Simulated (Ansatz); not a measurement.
# Al2Ru: geometry relaxation (part 2 of 2)

Continued. System: Al2Ru (Fddd, 6 atoms in the cell). Method: DFT LDA, scalar-relativistic, plane waves, PAW, no spin polarisation (Ansatz 0.2.0); cutoff 420 eV, 10×10×10 k-mesh, Gaussian smearing of 0.01 eV. The structure derives from a Materials Project entry.

Geometry of the input (Å; fractional positions):
```
0.0000  3.9898  4.3915
2.3525  0.0000  4.3915
2.3525  3.9898  0.0000
Al 0.0791  0.4209  0.0791
Al 0.4209  0.0791  0.4209
Al 0.1709  0.8291  0.1709
Al 0.8291  0.1709  0.8291
Ru 0.7500  0.7500  0.7500
Ru 0.5000  0.5000  0.5000
```

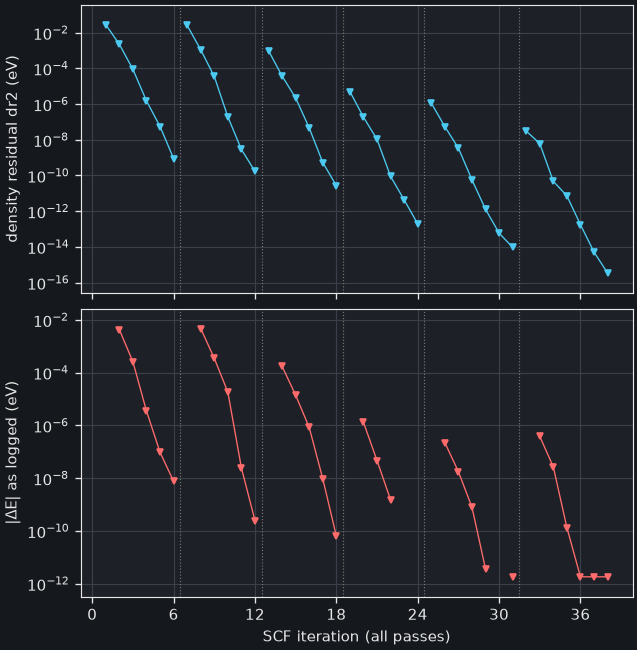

*Convergence of the self-consistent field: density residual dr2 and size of the energy change against the SCF iteration. The dotted lines part the SCF passes of the relaxation: geometry steps, rejected trials and re-solves on a re-selected basis.*

The 6 passes take 6 to 7 iterations each, 38 in all.

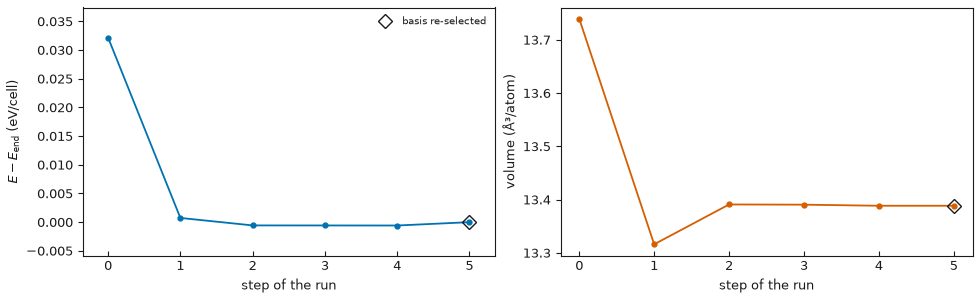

*Progress of the relaxation, step by step (the first geometry is step 0 here and step 1 in the log).*

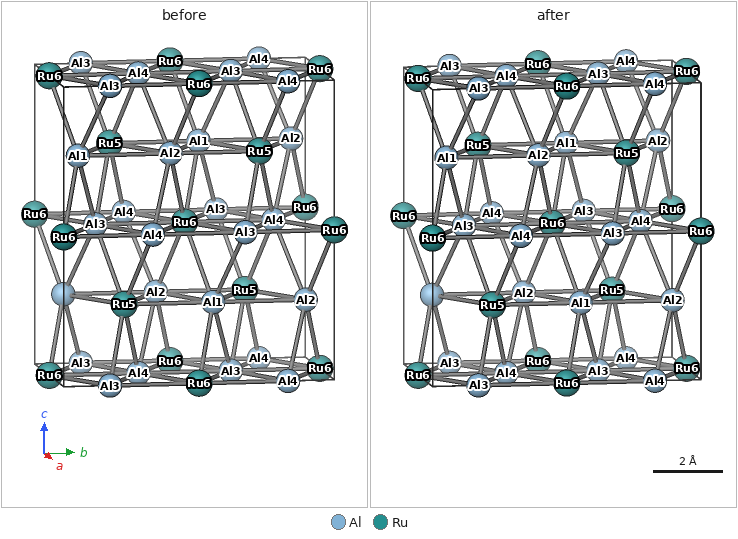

*Before (left) and after (right) the relaxation, at one scale (ball-and-stick view of the cell 4 times as large as that of the calculation, set on its symmetry axes, seen slightly off an axis).*

No atom moves by more than 0.005 Å relative to the cell. The volume changes by −2.6 %, with a 4.705 → 4.665 Å (−0.9 %), b 7.980 → 7.916 Å (−0.8 %), c 8.783 → 8.702 Å (−0.9 %). Among the contacts that change: Al1–Al2 2.669 → 2.646 Å, Al1–Ru6 2.570 → 2.546 Å, Al1–Ru5 2.626 → 2.603 Å, Al1–Al3 2.597 → 2.574 Å. The space group stays Fddd (No. 70). After 4 geometry steps the energy has fallen by 32.8 meV per cell of the calculation. Largest force component: 0.053 eV/Å at the start, 0.00027 eV/Å at the end. Pressure: −4.72 GPa at the start and −0.02 GPa at the end. A last SCF at the same geometry on a re-selected plane-wave basis shifts the energy by +0.6 meV per cell of the calculation. (Atoms are counted from 1 in the order of the input.)

```
basis re-selected at this cell: Δ(F+E_penalty+E_count) = +5.828e-4 eV, ΔP = -0.016 GPa vs the last step (what re-selecting the basis moved, of the pressure what is left beyond the Pulay correction that the steps carried, after the strain that the cell walked since its last selection, with what the two solves' SCF thresholds leave and, on support functions, any second-order correction that the steps lacked; it is no measure of the basis error at this ecutwfc). This SCF's stress stands 2.00e-2 GPa from its target on what of the cell is left free (relax.cell.stress_tol is 5.00e-2 GPa) and its largest allowed force component is 2.73e-4 eV/Å (relax.f_tol is 5.00e-3 eV/Å): within both
SCF converged after 7 iterations
Free energy (F): -13572.335785 eV
Harris-Foulkes:  -13572.335785 eV  (|F-HF|=1.82e-12)
Internal energy: -13572.335785 eV  (E = F + TS)
E sigma→0 (E₀):  -13572.335785 eV
Fermi energy:    14.418684 eV
--- Per-component energies (eV) ---
  E_band       = -279.925636
  E_kinetic    = 1137.513648
  E_local      = -4171.509398  (includes V_loc(G=0)·N_el)
  E_nonlocal   = 742.837237
  E_hartree    = 1541.744922
  E_xc         = -543.373319
  E_vxc        = -603.871459  (∫ρ·V_xc dr)
  E_paw        = -8458.392163  (= ΣΔE_a)
  E_vpaw       = -468.385040  (= ΣTr[D̂ρ^β])
  E_aug_tail   = -0.000466  (compensation charges beyond the density's cutoff)
  E_ewald      = -3822.522482
  E_core_change = 1.366236  (= ΣΔE_core)
  E_smearing   = -0.000000  (= −TS)
  E_closure    = -0.000000  (closes the sum)
  Σ components = -13572.335785   (vs F -13572.335785, Δ=0.00e0)
--- Forces (eV/Å), atoms counted from 1 ---
  atom   1  Al     0.00000000     0.00027288     0.00000000
  atom   2  Al     0.00000000    -0.00027288     0.00000000
  atom   3  Al     0.00000000    -0.00027288     0.00000000
  atom   4  Al     0.00000000     0.00027288     0.00000000
  atom   5  Ru     0.00000000     0.00000000     0.00000000
  atom   6  Ru     0.00000000     0.00000000     0.00000000
  max |Σ_I F_I| component: 0.00e0 eV/Å
--- Stress (GPa, compression-positive) ---
       -0.018069       0.000000       0.000000
        0.000000      -0.007622       0.000000
        0.000000       0.000000      -0.020036
  P = ⅓ Tr σ = -0.0152 GPa (-0.152 kbar)
--- Band table (eV; the first three rows and the last of 171) ---
  k-point 0: bands = ["-58.0827", "-58.0682", "-28.2886", "-28.2025", "-28.1932", "-28.1491", "-28.1364", "-28.1272", "3.1695", "7.9996", "9.5974", "9.6572", "10.1382", "10.6164", "10.8175", "10.8211", "10.9921", "11.3820", "12.3164", "13.0898", "13.1311", "14.3803", "16.0872", "16.7194", "16.7930", "17.0369", "17.2211", "17.8783"]
  k-point 1: bands = ["-58.0824", "-58.0684", "-28.2875", "-28.2070", "-28.1900", "-28.1493", "-28.1364", "-28.1273", "3.2903", "8.0070", "9.2256", "9.6685", "9.8752", "10.7919", "10.8378", "11.0151", "11.2094", "11.4214", "12.2310", "13.0185", "13.1353", "13.8688", "15.9934", "16.1723", "16.7197", "16.9545", "17.2178", "18.1680"]
  k-point 2: bands = ["-58.0817", "-58.0692", "-28.2845", "-28.2148", "-28.1863", "-28.1492", "-28.1367", "-28.1275", "3.6472", "7.9787", "8.6147", "9.4165", "9.8715", "10.7128", "10.7989", "11.2134", "11.3769", "11.9068", "12.1647", "12.7620", "12.9871", "13.2093", "15.2945", "16.0449", "16.5750", "16.6738", "17.7234", "18.4419"]
  k-point 170: bands = ["-58.0754", "-58.0754", "-28.2426", "-28.2426", "-28.1842", "-28.1842", "-28.1237", "-28.1237", "5.1337", "5.1337", "9.0610", "9.0610", "10.5274", "10.5274", "10.7610", "10.7610", "11.9740", "11.9740", "12.7346", "12.7346", "13.0140", "13.0140", "16.6897", "16.6897", "16.9008", "16.9008", "18.0685", "18.0685"]
--- Relaxed structure (5 steps of the walk, 5 accepted, 1 SCFs on fresh bases) ---
  F+E_penalty+E_count = -13572.33578546 eV   max|allowed force component| = 2.729e-4 eV/Å   (the final SCF, on the basis selected at the relaxed cell)
  cell:  # Å, volume = 80.3311 Å³
    - [0.0, 3.957980169161254, 4.35095369804041]
    - [2.332361113197021, 0.0, 4.35095369804041]
    - [2.332361113197021, 3.957980169161254, 0.0]
  atoms:
    - { symbol: Al, position: [0.07886015642292915, 0.42113984357707085, 0.07886015642292915] }
    - { symbol: Al, position: [0.42113984357707085, 0.07886015642292915, 0.4211398435770708] }
    - { symbol: Al, position: [0.17113984357707085, 0.8288601564229292, 0.1711398435770708] }
    - { symbol: Al, position: [0.8288601564229291, 0.1711398435770709, 0.828860156422929] }
    - { symbol: Ru, position: [0.7499999999999999, 0.7500000000000003, 0.7499999999999999] }
    - { symbol: Ru, position: [0.5, 0.5, 0.5] }
```

### Trajectory as extended XYZ (Å, eV, eV/Å), 6 frames, from step=1 to step=6
```
6
Lattice="0.0000 3.9898 4.3915 2.3525 0.0000 4.3915 2.3525 3.9898 0.0000" Properties=species:S:1:pos:R:3:forces:R:3 step=1 energy=-13572.30360 pressure_GPa=-4.72
Al    1.1762    0.6309    2.1958    0.0000  -0.0531   0.0000
Al    1.1762    3.3590    2.1958    0.0000   0.0531   0.0000
Al    2.3525    1.3640    4.3915    0.0000   0.0531   0.0000
Al    2.3525    6.6156    4.3915    0.0000  -0.0531   0.0000
Ru    3.5287    5.9848    6.5873    0.0000   0.0000   0.0000
Ru    2.3525    3.9898    4.3915    0.0000   0.0000   0.0000
6
Lattice="0.0000 3.9499 4.3474 2.3264 0.0000 4.3474 2.3264 3.9499 0.0000" Properties=species:S:1:pos:R:3:forces:R:3 step=2 energy=-13572.33505 pressure_GPa=1.03
Al    1.1632    0.6240    2.1737    0.0000   0.0016   0.0000
Al    1.1632    3.3259    2.1737    0.0000  -0.0016   0.0000
Al    2.3264    1.3510    4.3474    0.0000  -0.0016   0.0000
Al    2.3264    6.5488    4.3474    0.0000   0.0016   0.0000
Ru    3.4896    5.9248    6.5211    0.0000   0.0000   0.0000
Ru    2.3264    3.9499    4.3474    0.0000   0.0000   0.0000
6
Lattice="0.0000 3.9578 4.3521 2.3322 0.0000 4.3521 2.3322 3.9578 0.0000" Properties=species:S:1:pos:R:3:forces:R:3 step=3 energy=-13572.33635 pressure_GPa=-0.04
Al    1.1661    0.6248    2.1761    0.0000  -0.0061   0.0000
Al    1.1661    3.3330    2.1761    0.0000   0.0061   0.0000
Al    2.3322    1.3541    4.3521    0.0000   0.0061   0.0000
Al    2.3322    6.5616    4.3521    0.0000  -0.0061   0.0000
Ru    3.4983    5.9368    6.5282    0.0000   0.0000   0.0000
Ru    2.3322    3.9578    4.3521    0.0000   0.0000   0.0000
6
Lattice="0.0000 3.9584 4.3517 2.3321 0.0000 4.3517 2.3321 3.9584 0.0000" Properties=species:S:1:pos:R:3:forces:R:3 step=4 energy=-13572.33636 pressure_GPa=-0.02
Al    1.1660    0.6241    2.1758    0.0000   0.0040   0.0000
Al    1.1660    3.3343    2.1758    0.0000  -0.0040   0.0000
Al    2.3321    1.3551    4.3517    0.0000  -0.0040   0.0000
Al    2.3321    6.5617    4.3517    0.0000   0.0040   0.0000
Ru    3.4981    5.9376    6.5275    0.0000   0.0000   0.0000
Ru    2.3321    3.9584    4.3517    0.0000   0.0000   0.0000
6
Lattice="0.0000 3.9580 4.3510 2.3324 0.0000 4.3510 2.3324 3.9580 0.0000" Properties=species:S:1:pos:R:3:forces:R:3 step=5 energy=-13572.33637 pressure_GPa=0.00
Al    1.1662    0.6243    2.1755    0.0000   0.0002   0.0000
Al    1.1662    3.3337    2.1755    0.0000  -0.0002   0.0000
Al    2.3324    1.3547    4.3510    0.0000  -0.0002   0.0000
Al    2.3324    6.5612    4.3510    0.0000   0.0002   0.0000
Ru    3.4985    5.9370    6.5264    0.0000   0.0000   0.0000
Ru    2.3324    3.9580    4.3510    0.0000   0.0000   0.0000
6
Lattice="0.0000 3.9580 4.3510 2.3324 0.0000 4.3510 2.3324 3.9580 0.0000" Properties=species:S:1:pos:R:3:forces:R:3 step=6 energy=-13572.33578 pressure_GPa=-0.02
Al    1.1662    0.6243    2.1755    0.0000   0.0003   0.0000
Al    1.1662    3.3337    2.1755    0.0000  -0.0003   0.0000
Al    2.3324    1.3547    4.3510    0.0000  -0.0003   0.0000
Al    2.3324    6.5612    4.3510    0.0000   0.0003   0.0000
Ru    3.4985    5.9370    6.5264    0.0000   0.0000   0.0000
Ru    2.3324    3.9580    4.3510    0.0000   0.0000   0.0000
```

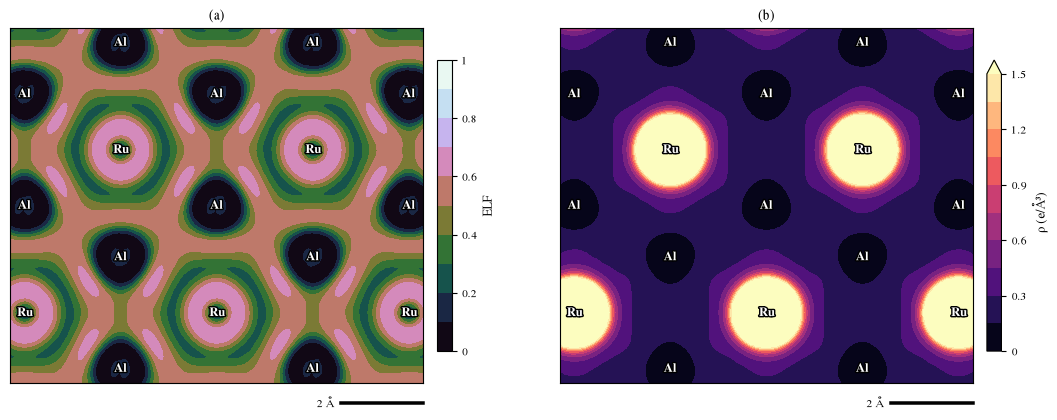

*(a) ELF; (b) valence charge density (pseudo) on the (001) plane of the conventional cell.*

Atoms in the plane: Al and Ru. Al–Ru (2.60 Å): the density is about 0.36 e/Å³ at the midpoint; the ELF is about 0.40 at the midpoint. Al–Al (2.65 Å): ρ at the midpoint is about 0.23 e/Å³; the ELF is about 0.50 at the midpoint. Al–Ru (2.70 Å): ρ is about 0.34 e/Å³ halfway; the ELF is about 0.40 at the midpoint. Al–Al (2.71 Å): the density is about 0.21 e/Å³ at the midpoint; the ELF is about 0.50 at the midpoint. Away from the nuclei the density in this plane falls to 0.21 e/Å³ at its lowest. The strong features right at Ru lie inside the PAW spheres (semicore, d or f shells) and say nothing about bonding. The fields are those of the smooth PAW valence density.

### Summary

```json
{"quantity": "outcome", "value": "converged"}
{"quantity": "space group (tolerance 0.01 Å)", "value": "Fddd (70)"}
{"quantity": "electrons treated", "value": "44"}
{"quantity": "free energy", "value": "−13572.3358 eV"}
{"quantity": "Fermi energy", "value": "14.419 eV"}
{"quantity": "gap on the k-point mesh", "value": "0.08 eV"}
{"quantity": "pressure", "value": "−0.02 GPa"}
{"quantity": "final volume", "value": "80.33 Å³"}
{"quantity": "largest force (length of the vector) at the end", "value": "under 0.001 eV/Å"}
{"quantity": "final cell", "value": "a = 5.882 Å, b = 4.937 Å, c = 4.594 Å, α = 76.12°, β = 54.57°, γ = 49.31°"}
{"quantity": "wall time", "value": "58 s (CPU time 1.9 min)"}
{"quantity": "peak memory", "value": "0.62 GiB"}
```
